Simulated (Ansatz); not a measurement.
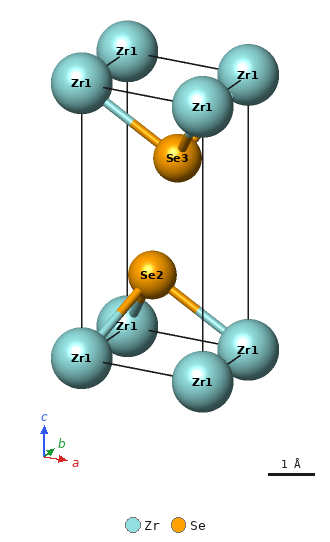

The starting structure (ball-and-stick view of the cell of the calculation, seen at an oblique angle; atoms are numbered from 1 in the order of the input). An atom can appear more than once, as a periodic image.

Run report: ZrSe2, geometry relaxation

The run: geometry relaxation of ZrSe2 (P-3m1, 3 atoms in the cell). Method and program: DFT r2SCAN + D4, scalar-relativistic, plane waves, PAW, no spin polarisation (Ansatz 0.2.0).

It belongs to a series of runs on one base structure; here: volume × 0.96. Figures and captions count atoms from 1; the log counts them from 0 in places.

**Input file**
```yaml
crystal:
  lattice:
    - [3.7629553679, 0.0, 0.0]
    - [-1.8814776839, 3.2588149419, 0.0]
    - [0.0, 0.0, 6.123034174]
  atoms:
    - { symbol: Zr, position: [0.0, 0.0, 0.0] }
    - { symbol: Se, position: [0.3333333333, 0.6666666667, 0.2538734169] }
    - { symbol: Se, position: [0.6666666667, 0.3333333333, 0.7461265831] }
basis:
  ecutwfc: 500
  ecutrho_ratio: 4
kpoints:
  mp_grid: { grid: [8, 8, 4] }
hamiltonian:
  xc: r2scan
  dispersion: d4
scf:
  occupations: { method: gaussian, width: 0.05 }
output:
  forces: true
  stress: true
  eigenvalues: true
relax:
  f_tol: 0.01
  max_steps: 40
  cell: { stress_tol: 0.1, fix: [volume] }
```

Hardware: 4 threads of Arm Neoverse V2, 24 GiB of memory available, shared host.

Command:
```bash
ansatz run input.yaml --threads 4 --pin off --max-ram 8192MiB --backend cpu --events-out ev --progress --plain --runs-dir out
```

**Output**
```
Engine: ansatz 0.2.0, aarch64-unknown-linux-gnu
Pseudopotentials: kind: paw
Pseudopotential: Zr, paw, valence charge 12, recommended cutoff 500 eV (meta_gga), Zr.paw.azcp
Pseudopotential: Se, paw, valence charge 16, recommended cutoff 500 eV (meta_gga), Se.paw.azcp
Functional definition: r2SCAN
  parameter k0 = 0.174
  parameter k1 = 0.065
  parameter a1 = 4.9479
  exchange = r2scan_x(k0 = k0, k1 = k1, a1 = a1)
  correlation = r2scan_c
Crystal: 3 atoms, lattice volume = 75.085 Å³
Basis set: ecut = 500 eV, 1895 PW (Γ), exchange–correlation on 120×120×180 points (64 copies of the dense FFT grid, shifted against one another)
Bands: 27, of which v1, the nominal top of the filled ones, is band 22 counted from 1 (21 counted from 0)
Symmetry: 12 space group operations
Space group: P-3m1 (ITA 164), of the structure as read, at distance tolerance 4.2e-5 Å
k-points: 35 of 256
Non-local potential: Zr, projectors of the file, l = 0: 3, l = 1: 2, l = 2: 2, l = 3: 2
Non-local potential: Se, projectors of the file, l = 0: 2, l = 1: 2, l = 2: 3, l = 3: 1
PAW form: soft (Blöchl's): semilocal exchange-correlation on the pseudo side does not see the compensation charge
PAW frozen core: Zr, regenerated for the run's functional (the file was generated under x = pbe(κ = 0.804, μ = 0.2195149727645171), c = pbe(β = 0.06672455060314922))
PAW frozen core: Se, regenerated for the run's functional (the file was generated under x = pbe(κ = 0.804, μ = 0.2195149727645171), c = pbe(β = 0.06672455060314922))
PAW one-centre angular grid: Zr, 590 points (default); XC on 160 Gauss nodes
PAW one-centre angular grid: Se, 590 points (default); XC on 160 Gauss nodes
Initial density: superposition of atomic densities (neutral atoms: chi_scale 0, normalization atom), corrected by the library's trained network
Initial wavefunctions: pseudopotential atomic-orbital guess
Functional: x = r2scan, c = r2scan; τ floored in thin density (d = 2e-4 eV/Å³)
SCF iter   1: F=—  HF=-15156.321516 eV  |F-HF|=—  |Δ(HF+E_count)|=         —  Δρ=1.04e-2  dr2=2.30e-1  dr2_τ=2.37e-2  ethr=1.77e-3  ⟨swp⟩=5.7  Hψ=3595  notcnv=0
preconditioner: auto → Resta (q_TF=auto, 2.496 Å⁻¹)  ε∞=4.9  [insulator: Δε(μ)=0.778 eV  Ē_g=8.703 eV  σ=0.050 eV  W_gap=1.00  n_scr=22 (ndim 8)  ℏωp=17.1 eV  f_vac=0.053  D(μ)=0.00/eV (n_scr^D=0)  ε∞_Penn≈4.9]
SCF iter   2: F=—  HF=-15156.312291 eV  |F-HF|=—  |Δ(HF+E_count)|=   9.23e-3  Δρ=3.19e-3  dr2=7.68e-3  dr2_τ=4.40e-3  ethr=5.24e-4  ⟨swp⟩=2.6  Hψ=1555  notcnv=0  defer=35
SCF iter   3: F=—  HF=-15156.314116 eV  |F-HF|=—  |Δ(HF+E_count)|=   1.82e-3  Δρ=1.65e-3  dr2=1.47e-3  dr2_τ=9.23e-5  ethr=1.75e-5  ⟨swp⟩=2.0  Hψ=1756  notcnv=0  defer=35
SCF iter   4: F=—  HF=-15156.314611 eV  |F-HF|=—  |Δ(HF+E_count)|=   4.96e-4  Δρ=5.22e-4  dr2=1.34e-4  dr2_τ=8.54e-6  ethr=3.34e-6  ⟨swp⟩=2.1  Hψ=1202  notcnv=0  defer=35
SCF iter   5: F=—  HF=-15156.314679 eV  |F-HF|=—  |Δ(HF+E_count)|=   6.80e-5  Δρ=1.05e-4  dr2=9.79e-6  dr2_τ=6.22e-7  ethr=3.06e-7  ⟨swp⟩=3.0  Hψ=1734  notcnv=0  defer=35
SCF iter   6: F=—  HF=-15156.314686 eV  |F-HF|=—  |Δ(HF+E_count)|=   7.17e-6  Δρ=2.30e-5  dr2=3.86e-7  dr2_τ=2.91e-8  ethr=2.23e-8  ⟨swp⟩=2.0  Hψ=1185  notcnv=0  defer=35
SCF iter   7: F=-15156.314687 eV  HF=-15156.314687 eV  |F-HF|=5.56e-9  |Δ(HF+E_count)|=   2.13e-7  Δρ=4.38e-6  dr2=3.44e-8  dr2_τ=1.59e-9  ethr=2.27e-10  ⟨swp⟩=8.4  Hψ=4175  notcnv=0
SCF 1 converged in 7 iterations: F = -15156.314687 eV  dr2 = 3.44e-8
  greatest PAW one-centre occupation: 1.000 electrons in one spin orbital (limit 2), on the Se atom at site 2 (counted from 0), in its partial waves of l = 2
relax step   1: F+E_penalty+E_count = -15156.31468657 eV  Δ(F+E_penalty+E_count) = +0.000e0 eV  max|allowed force component| = 2.228e-1 eV/Å  Δτ_max = 0.0000 Å  P = +2.299 GPa  Ω = 75.085 Å³  fix = [volume]  reactions: volume +2.299 GPa  (7 SCF iters, dr2 threshold 1.00e-7 eV, accepted)
Basis set: ecut = 500 eV, 1883 PW (Γ), exchange–correlation on 120×120×180 points (64 copies of the dense FFT grid, shifted against one another)
Initial density: handed on by an earlier stage of this run
Initial wavefunctions: those handed on with the density
iter 1 solved again at ethr=2.83e-5 eV; its pass at ethr=3.10e-3 eV (dr2=1.24e-2 eV) is discarded
SCF iter   1: F=—  HF=-15156.296079 eV  |F-HF|=—  |Δ(HF+E_count)|=         —  Δρ=4.77e-3  dr2=1.24e-2  dr2_τ=2.57e-2  ethr=2.83e-5  ⟨swp⟩=1.1  Hψ=4137  notcnv=0
preconditioner: auto → Resta (q_TF=auto, 2.496 Å⁻¹)  ε∞=5.3  [insulator: Δε(μ)=0.347 eV  Ē_g=8.300 eV  σ=0.050 eV  W_gap=1.00  n_scr=22 (ndim 8)  ℏωp=17.1 eV  f_vac=0.034  D(μ)=0.00/eV (n_scr^D=0)  ε∞_Penn≈5.3]
SCF iter   2: F=—  HF=-15156.291020 eV  |F-HF|=—  |Δ(HF+E_count)|=   5.06e-3  Δρ=2.38e-3  dr2=2.69e-3  dr2_τ=5.73e-5  ethr=2.82e-5  ⟨swp⟩=2.0  Hψ=1400  notcnv=0
SCF iter   3: F=—  HF=-15156.291172 eV  |F-HF|=—  |Δ(HF+E_count)|=   1.52e-4  Δρ=4.25e-4  dr2=1.81e-4  dr2_τ=1.02e-5  ethr=6.11e-6  ⟨swp⟩=2.0  Hψ=1855  notcnv=0
SCF iter   4: F=—  HF=-15156.291256 eV  |F-HF|=—  |Δ(HF+E_count)|=   8.40e-5  Δρ=1.88e-4  dr2=4.12e-5  dr2_τ=2.80e-6  ethr=4.10e-7  ⟨swp⟩=2.0  Hψ=1222  notcnv=0
SCF iter   5: F=—  HF=-15156.291260 eV  |F-HF|=—  |Δ(HF+E_count)|=   4.31e-6  Δρ=5.72e-5  dr2=4.43e-6  dr2_τ=2.78e-7  ethr=9.36e-8  ⟨swp⟩=2.0  Hψ=1680  notcnv=0
SCF iter   6: F=—  HF=-15156.291261 eV  |F-HF|=—  |Δ(HF+E_count)|=   8.85e-7  Δρ=2.23e-5  dr2=4.20e-7  dr2_τ=8.91e-9  ethr=1.01e-8  ⟨swp⟩=2.0  Hψ=1680  notcnv=0
SCF iter   7: F=-15156.291261 eV  HF=-15156.291261 eV  |F-HF|=2.39e-8  |Δ(HF+E_count)|=   4.43e-7  Δρ=6.99e-6  dr2=6.87e-8  dr2_τ=2.46e-9  ethr=6.82e-10  ⟨swp⟩=5.0  Hψ=3870  notcnv=0
SCF 2 converged in 7 iterations: F = -15156.291261 eV  dr2 = 6.87e-8
relax step   2: F+E_penalty+E_count = -15156.29126132 eV  Δ(F+E_penalty+E_count) = +2.343e-2 eV  max|allowed force component| = 5.649e-1 eV/Å  Δτ_max = 0.0725 Å  P = -1.028 GPa  Ω = 75.085 Å³  energy of the carried Pulay correction = -6.248e-18 eV  fix = [volume]  (7 SCF iters, dr2 threshold 3.00e-7 eV, rejected (line search))
iter 1 solved again at ethr=1.47e-5 eV; its pass at ethr=3.10e-3 eV (dr2=6.47e-3 eV) is discarded
SCF iter   1: F=—  HF=-15156.311538 eV  |F-HF|=—  |Δ(HF+E_count)|=         —  Δρ=3.23e-3  dr2=6.03e-3  dr2_τ=1.13e-2  ethr=1.47e-5  ⟨swp⟩=1.8  Hψ=3918  notcnv=0
preconditioner: auto → Resta (q_TF=auto, 2.496 Å⁻¹)  ε∞=5.2  [insulator: Δε(μ)=0.481 eV  Ē_g=8.392 eV  σ=0.050 eV  W_gap=1.00  n_scr=22 (ndim 8)  ℏωp=17.1 eV  f_vac=0.051  D(μ)=0.00/eV (n_scr^D=0)  ε∞_Penn≈5.2]
SCF iter   2: F=—  HF=-15156.319443 eV  |F-HF|=—  |Δ(HF+E_count)|=   7.91e-3  Δρ=1.62e-3  dr2=1.38e-3  dr2_τ=2.23e-5  ethr=1.37e-5  ⟨swp⟩=2.0  Hψ=1400  notcnv=0
SCF iter   3: F=—  HF=-15156.319494 eV  |F-HF|=—  |Δ(HF+E_count)|=   5.10e-5  Δρ=2.94e-4  dr2=8.48e-5  dr2_τ=3.42e-6  ethr=3.14e-6  ⟨swp⟩=2.0  Hψ=1826  notcnv=0
SCF iter   4: F=—  HF=-15156.319546 eV  |F-HF|=—  |Δ(HF+E_count)|=   5.15e-5  Δρ=1.23e-4  dr2=2.24e-5  dr2_τ=2.62e-6  ethr=1.93e-7  ⟨swp⟩=2.0  Hψ=1225  notcnv=0
SCF iter   5: F=—  HF=-15156.319545 eV  |F-HF|=—  |Δ(HF+E_count)|=   8.34e-7  Δρ=3.79e-5  dr2=1.40e-6  dr2_τ=1.03e-7  ethr=5.09e-8  ⟨swp⟩=2.0  Hψ=1215  notcnv=0
SCF iter   6: F=—  HF=-15156.319547 eV  |F-HF|=—  |Δ(HF+E_count)|=   1.77e-6  Δρ=1.59e-5  dr2=2.73e-7  dr2_τ=7.66e-9  ethr=3.17e-9  ⟨swp⟩=2.0  Hψ=1680  notcnv=0
SCF iter   7: F=—  HF=-15156.319547 eV  |F-HF|=—  |Δ(HF+E_count)|=   1.26e-7  Δρ=6.13e-6  dr2=5.20e-8  dr2_τ=9.76e-10  ethr=6.20e-10  ⟨swp⟩=2.0  Hψ=1680  notcnv=0
SCF iter   8: F=—  HF=-15156.319547 eV  |F-HF|=—  |Δ(HF+E_count)|=   1.46e-8  Δρ=1.21e-6  dr2=1.54e-9  dr2_τ=3.61e-11  ethr=1.18e-10  ⟨swp⟩=2.0  Hψ=1221  notcnv=0
SCF iter   9: F=-15156.319547 eV  HF=-15156.319547 eV  |F-HF|=1.27e-11  |Δ(HF+E_count)|=  9.75e-10  Δρ=2.27e-7  dr2=6.89e-11  dr2_τ=1.11e-12  ethr=1.00e-12  ⟨swp⟩=3.0  Hψ=3837  notcnv=0
SCF 3 converged in 9 iterations: F = -15156.319547 eV  dr2 = 6.89e-11
relax step   3: F+E_penalty+E_count = -15156.31954669 eV  Δ(F+E_penalty+E_count) = -4.860e-3 eV  max|allowed force component| = 6.376e-3 eV/Å  Δτ_max = 0.0231 Å  P = +1.159 GPa  Ω = 75.085 Å³  fix = [volume]  reactions: volume +1.159 GPa  (9 SCF iters, accepted)
Initial wavefunctions: pseudopotential atomic-orbital guess (no wavefunctions were taken with the density)
iter 1 solved again at ethr=7.85e-8 eV; its pass at ethr=3.10e-3 eV (dr2=3.45e-5 eV) is discarded
SCF iter   1: F=—  HF=-15156.319547 eV  |F-HF|=—  |Δ(HF+E_count)|=         —  Δρ=2.57e-5  dr2=1.82e-8  dr2_τ=1.05e-7  ethr=7.85e-8  ⟨swp⟩=3.5  Hψ=6335  notcnv=0
preconditioner: auto → Resta (q_TF=auto, 2.496 Å⁻¹)  ε∞=5.2  [insulator: Δε(μ)=0.489 eV  Ē_g=8.405 eV  σ=0.050 eV  W_gap=1.00  n_scr=22 (ndim 8)  ℏωp=17.1 eV  f_vac=0.049  D(μ)=0.00/eV (n_scr^D=0)  ε∞_Penn≈5.2]
SCF iter   2: F=—  HF=-15156.319550 eV  |F-HF|=—  |Δ(HF+E_count)|=   3.05e-6  Δρ=1.31e-5  dr2=4.68e-9  dr2_τ=3.47e-8  ethr=4.14e-11  ⟨swp⟩=3.0  Hψ=1837  notcnv=0
SCF iter   3: F=—  HF=-15156.319551 eV  |F-HF|=—  |Δ(HF+E_count)|=   7.39e-7  Δρ=7.75e-7  dr2=1.59e-10  dr2_τ=1.03e-10  ethr=1.06e-11  ⟨swp⟩=2.0  Hψ=1715  notcnv=0
SCF iter   4: F=-15156.319551 eV  HF=-15156.319551 eV  |F-HF|=2.91e-11  |Δ(HF+E_count)|=   1.26e-9  Δρ=2.04e-7  dr2=1.87e-11  dr2_τ=4.15e-12  ethr=1.00e-12  ⟨swp⟩=5.1  Hψ=3881  notcnv=0
SCF 4 converged in 4 iterations: F = -15156.319551 eV  dr2 = 1.87e-11
relax step   4: F+E_penalty+E_count = -15156.31955119 eV  Δ(F+E_penalty+E_count) = -4.498e-6 eV  max|allowed force component| = 6.388e-3 eV/Å  Δτ_max = 0.0000 Å  P = +1.159 GPa  Ω = 75.085 Å³  fix = [volume]  reactions: volume +1.159 GPa  stress off target by 7.25e-2 GPa on what of the cell is left free  SCF on the basis re-selected at this cell (its energy is not comparable with the rows above)  (4 SCF iters)
```

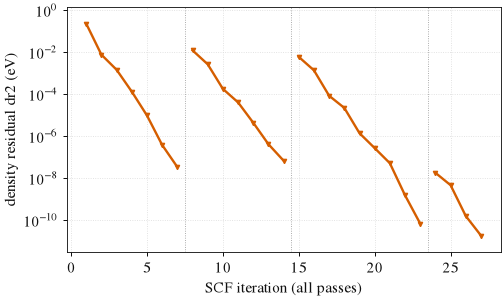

Convergence of the self-consistent field: density residual dr2 against the SCF iteration. The dotted lines part the SCF passes of the relaxation: geometry steps, rejected trials and re-solves on a re-selected basis. The passes take 7, 7, 9 and 4 iterations.

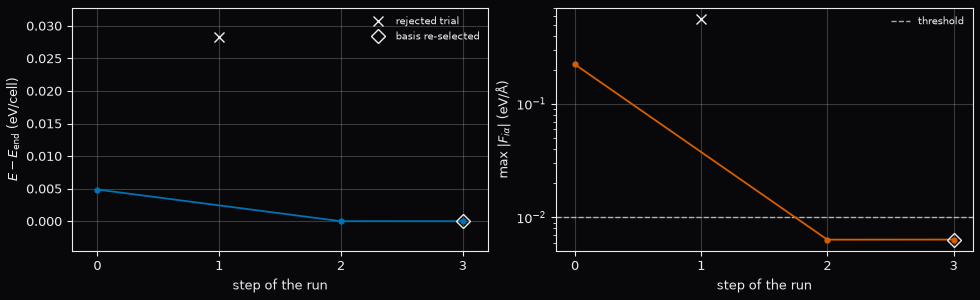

Progress of the relaxation, step by step (the first geometry is step 0 here and step 1 in the log).

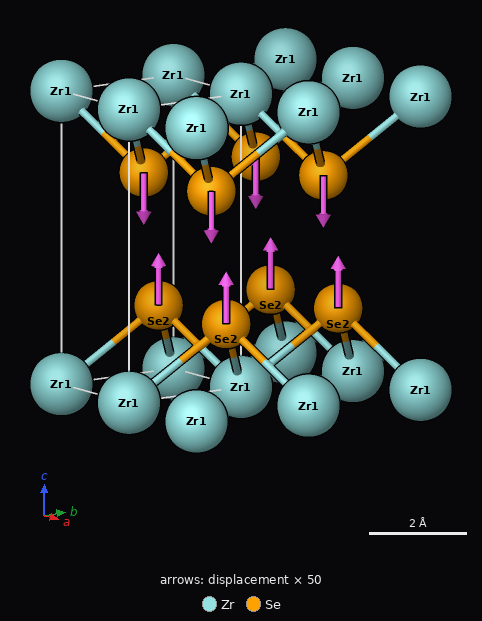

The starting structure with the displacements (without the part carried along by the change of the cell) as pink arrows, magnified 50 times (ball-and-stick view of the cell of the calculation, repeated 2 × 2 × 1, seen slightly off an axis). The largest moves relative to the cell, 0.023 Å, are those of Se2 and Se3. Zr stays in place. The drawn cell changes at constant volume: a = b 3.763 → 3.775 Å (+0.3 %), c 6.123 → 6.083 Å (−0.7 %). Distances before and after: Zr1–Se2 2.671 → 2.685 Å. The space group stays P-3m1 (No. 164). Over 2 geometry steps the energy falls by 4.9 meV per cell of the calculation. The largest force component goes from 0.22 to 0.0064 eV/Å. The pressure goes from 2.30 to 1.16 GPa. The line search rejected the trial step at point 1 (counted from 0) and went back. A last SCF at the same geometry on a re-selected plane-wave basis shifts the energy by next to nothing (0.0 meV per cell of the calculation). (Atoms are counted from 1 in the order of the input.)

```
basis re-selected at this cell: Δ(F+E_penalty+E_count) = -4.498e-6 eV, ΔP = +0.000 GPa vs the last step (what re-selecting the basis moved, of the pressure what is left beyond the Pulay correction that the steps carried, after the strain that the cell walked since its last selection, with what the two solves' SCF thresholds leave and, on support functions, any second-order correction that the steps lacked; it is no measure of the basis error at this ecutwfc). This SCF's stress stands 7.25e-2 GPa from its target on what of the cell is left free (relax.cell.stress_tol is 1.00e-1 GPa) and its largest allowed force component is 6.39e-3 eV/Å (relax.f_tol is 1.00e-2 eV/Å): within both
SCF converged after 4 iterations
Free energy (F): -15156.319551 eV
Harris-Foulkes:  -15156.319551 eV  (|F-HF|=2.91e-11)
Internal energy: -15156.319551 eV  (E = F + TS)
E sigma→0 (E₀):  -15156.319551 eV
Fermi energy:    9.268944 eV
--- Per-component energies (eV) ---
  E_band       = -915.355985
  E_kinetic    = 570.749311
  E_local      = -5733.789875  (includes V_loc(G=0)·N_el)
  E_nonlocal   = -1114.114406
  E_hartree    = 2714.097239
  E_xc         = -354.077989
  E_vxc        = -424.395590  (∫ρ·V_xc dr)
  E_paw        = -6819.407615  (= ΣΔE_a)
  E_vpaw       = 335.425273  (= ΣTr[D̂ρ^β])
  E_aug_tail   = -0.000404  (compensation charges beyond the density's cutoff)
  E_vtau       = 22.575071  (kinetic-family band-sum trace: ∫τ·v_τ [+ j·A + Jᵃ·Aᵃ] dr)
  E_ewald      = -4415.751986
  E_disp       = -0.329544  (pairwise vdW)
  E_core_change = -3.694282  (= ΣΔE_core)
  E_smearing   = -0.000000  (= −TS)
  E_closure    = 0.000000  (closes the sum)
  Σ components = -15156.319551   (vs F -15156.319551, Δ=0.00e0)
--- Forces (eV/Å), atoms counted from 1 ---
  atom   1  Zr    -0.00000000    -0.00000000     0.00000000
  atom   2  Se    -0.00000000     0.00000000    -0.00638778
  atom   3  Se     0.00000000    -0.00000000     0.00638778
  max |Σ_I F_I| component: 4.63e-18 eV/Å
--- Stress (GPa, compression-positive) ---
        1.122711       0.000000       0.000000
        0.000000       1.122711      -0.000000
        0.000000      -0.000000       1.231472
  P = ⅓ Tr σ = 1.1590 GPa (11.590 kbar)
--- Band table (eV; the first three rows and the last of 35) ---
  k-point 0: bands = ["-42.2426", "-38.7094", "-38.7094", "-38.7090", "-38.7090", "-38.7036", "-38.7033", "-38.6993", "-38.6993", "-38.6993", "-38.6993", "-19.5840", "-19.4675", "-19.4675", "-4.8535", "-3.4549", "4.0129", "6.1217", "6.1217", "8.8844", "8.8844", "9.0269", "10.2822", "10.2822", "10.7808", "13.4421", "13.4421"]
  k-point 1: bands = ["-42.2426", "-38.7095", "-38.7095", "-38.7090", "-38.7090", "-38.7036", "-38.7034", "-38.6994", "-38.6994", "-38.6992", "-38.6992", "-19.5843", "-19.4675", "-19.4675", "-4.7159", "-3.6666", "4.5123", "6.1536", "6.1536", "7.9224", "8.7720", "8.7720", "10.2653", "10.2653", "11.1139", "13.6786", "13.6786"]
  k-point 2: bands = ["-42.2426", "-38.7095", "-38.7095", "-38.7089", "-38.7089", "-38.7035", "-38.7035", "-38.6995", "-38.6995", "-38.6992", "-38.6992", "-19.5845", "-19.4675", "-19.4675", "-4.4929", "-3.9600", "5.3745", "6.1873", "6.1873", "6.6862", "8.6636", "8.6636", "10.2475", "10.2475", "11.2462", "13.9309", "13.9309"]
  k-point 34: bands = ["-42.2295", "-38.7096", "-38.7093", "-38.7093", "-38.7063", "-38.7030", "-38.7030", "-38.6991", "-38.6990", "-38.6988", "-38.6988", "-19.6311", "-19.5751", "-19.5279", "-3.6570", "-3.4717", "4.7671", "5.0683", "5.9059", "6.2739", "6.7529", "7.1245", "10.7357", "11.5910", "11.6372", "13.7019", "14.6188"]
--- Relaxed structure (3 steps of the walk, 2 accepted, 1 SCFs on fresh bases) ---
  F+E_penalty+E_count = -15156.31955119 eV   max|allowed force component| = 6.388e-3 eV/Å   (the final SCF, on the basis selected at the relaxed cell)
  cell:  # Å, volume = 75.0854 Å³
    - [3.7752640035066976, -2.8962000143389407e-11, -1.5727974520321547e-18]
    - [-1.887632001728267, 3.2694745330442254, 7.863987260160777e-19]
    - [-2.5592364527458757e-18, 1.9633897619425288e-29, 6.08317294215576]
  atoms:
    - { symbol: Zr, position: [1.6871727682702263e-34, -1.6416413608144536e-36, 3.7774811782975075e-19] }
    - { symbol: Se, position: [0.3333333333333333, 0.6666666666666666, 0.2576474236484794] }
    - { symbol: Se, position: [0.6666666666666665, 0.33333333333333337, 0.7423525763515205] }
```

**Trajectory as extended XYZ (Å, eV, eV/Å), 4 frames, from step=1 to step=4**
```
3
Lattice="3.7630 0.0000 0.0000 -1.8815 3.2588 0.0000 0.0000 0.0000 6.1230" Properties=species:S:1:pos:R:3:forces:R:3 step=1 energy=-15156.31469 pressure_GPa=2.30
Zr    0.0000    0.0000    0.0000    0.0000   0.0000   0.0000
Se    0.0000    2.1725    1.5545    0.0000   0.0000   0.2228
Se    1.8815    1.0863    4.5686    0.0000   0.0000  -0.2228
3
Lattice="3.7746 0.0000 0.0000 -1.8873 3.2689 0.0000 0.0000 0.0000 6.0852" Properties=species:S:1:pos:R:3:forces:R:3 step=2 energy=-15156.29126 pressure_GPa=-1.03 accepted=F
Zr    0.0000    0.0000    0.0000    0.0000   0.0000   0.0000
Se    0.0000    2.1793    1.6169    0.0000   0.0000  -0.5649
Se    1.8873    1.0896    4.4683    0.0000   0.0000   0.5649
3
Lattice="3.7753 0.0000 0.0000 -1.8876 3.2695 0.0000 0.0000 0.0000 6.0832" Properties=species:S:1:pos:R:3:forces:R:3 step=3 energy=-15156.31955 pressure_GPa=1.16
Zr    0.0000    0.0000    0.0000    0.0000   0.0000   0.0000
Se    0.0000    2.1797    1.5673    0.0000   0.0000  -0.0064
Se    1.8876    1.0898    4.5159    0.0000   0.0000   0.0064
3
Lattice="3.7753 0.0000 0.0000 -1.8876 3.2695 0.0000 0.0000 0.0000 6.0832" Properties=species:S:1:pos:R:3:forces:R:3 step=4 energy=-15156.31955 pressure_GPa=1.16
Zr    0.0000    0.0000    0.0000    0.0000   0.0000   0.0000
Se    0.0000    2.1797    1.5673    0.0000   0.0000  -0.0064
Se    1.8876    1.0898    4.5159    0.0000   0.0000   0.0064
```

**Results in brief**

- outcome: converged
- space group (tolerance 0.01 Å): P-3m1 (164)
- electrons treated: 44
- free energy: −15156.3196 eV
- dispersion energy: −0.3295 eV
- Fermi energy: 9.269 eV
- gap on the k-point mesh: 0.49 eV
- pressure: 1.16 GPa
- final volume: 75.09 Å³
- largest force (length of the vector) at the end: 0.006 eV/Å
- final cell: a = 3.775 Å, b = 3.775 Å, c = 6.083 Å, α = 90.00°, β = 90.00°, γ = 120.00°
- wall time: 8.5 s (CPU time 32 s)
- peak memory: 0.62 GiB
